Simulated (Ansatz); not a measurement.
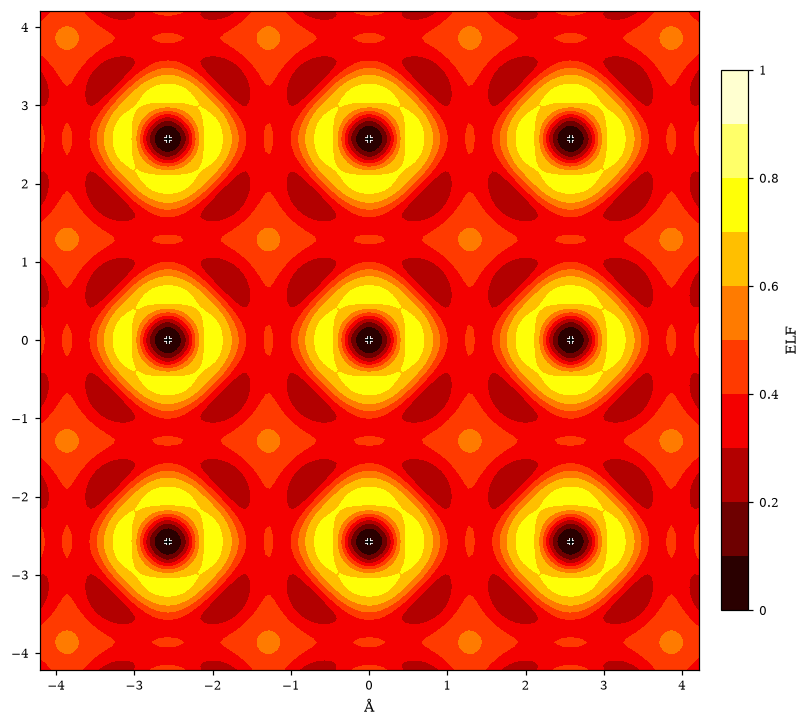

The ELF on a plane through atoms (crosses mark nuclei in the plane).

Computed with DFT, PBEsol, plane waves (420 eV) with PAW, scalar-relativistic in Ansatz.

Candidates:
A. W, a = 2.57 Å, b = 2.57 Å, c = 2.57 Å, α = 90.00°, β = 90.00°, γ = 90.00°. Space group Pm-3m; set up as W, simple cubic; a generated structure, not necessarily the stable one; changed on purpose from its base cell (volume × 0.96); computed pressure about 10 GPa in this cell.
B. Au, a = 3.20 Å, b = 3.20 Å, c = 3.20 Å, α = 90.00°, β = 90.00°, γ = 90.00°. Space group Im-3m; set up as Au, bcc; a generated structure, not necessarily the stable one; changed on purpose from its base cell (volume × 0.96); computed pressure about 8 GPa in this cell; computed without spin polarisation.

Which system is this?

Candidate A: W on the (010) plane of the conventional cell, which holds W. W–W (2.57 Å): the ELF is about 0.40 at the midpoint.
